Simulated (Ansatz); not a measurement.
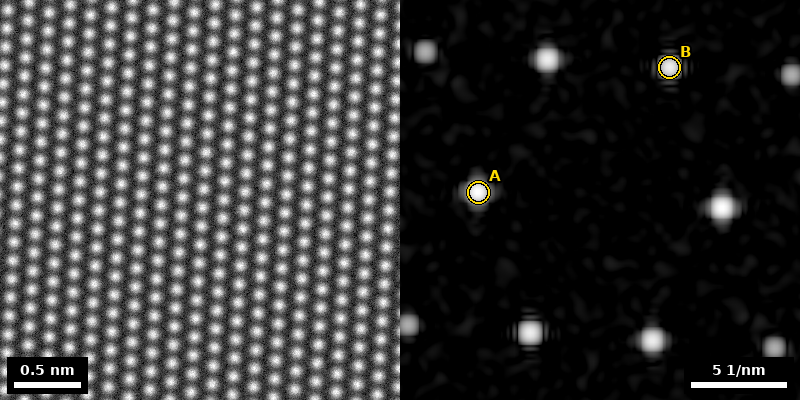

Integrated-DPC-like image of a crystal. Simulated as the projected potential of neutral atoms (B = 0.5 Å²) blurred by a 0.51 Å probe, the thin-sample limit of integrated differential phase contrast. The display is stretched by a gamma of 0.65; percentages refer to the linear signal. Shot noise was added.

The right panel is the modulus of the image's Fourier transform on a logarithmic scale.

### Which lattice spacings do the marked spots stand for, and what angle do A and B enclose?

A: 1.6 Å, B: 1.3 Å; A and B enclose about 114°.

The crystal is Ta (Fd-3m, No. 227) along [210]; the spots are (0 0 -4) and (2 -4 2). Model: the geometry relaxed with DFT, BLYP, plane waves (420 eV) with PAW, scalar-relativistic (Ansatz); the starting structure was generated, so it need not be a known form of this composition.
